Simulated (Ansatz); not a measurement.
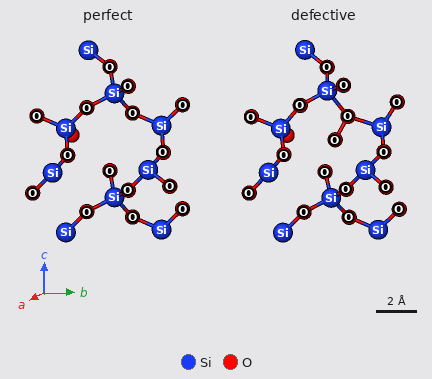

Left: perfect SiO2. Right: the same region with one point defect, after relaxing the atoms in a supercell of 72 sites. A ball-and-stick model of the atoms within 5.4 Å of one point, in a slice 4.2 Å thick across the line of sight, seen slightly off an axis.

Level of theory: DFT, PBEsol, PAW, plane waves in Ansatz 0.2.0. Settings: plane-wave cutoff 420 eV; k-point mesh 1 × 1 × 1; mesh shifted by (0.25, 0.25, 0.25); collinear spin. Fermi-Dirac smearing of 0.01 eV. A uniform background neutralises the charged cell. The axes drawn are those of the host's conventional cell.

> Which defect is it?

An extra oxygen atom is put between the host's atoms (an interstitial).

The charge state of the cell is +1.

> How does the lattice respond?

The O atom starts with 6 O at 2.24 to 2.52 Å, 3 Si at 2.40 to 2.66 Å around its place and ends with 1 O at 1.37 Å. Of the host's atoms, an oxygen atom moves furthest from its site, by 0.30 Å. The O atom itself moves 0.87 Å from where it was put. The cell's net moment is 1.00 μB.

Limits of the set-up: the cell is charged, on a uniform background, and energies carry no finite-size correction.
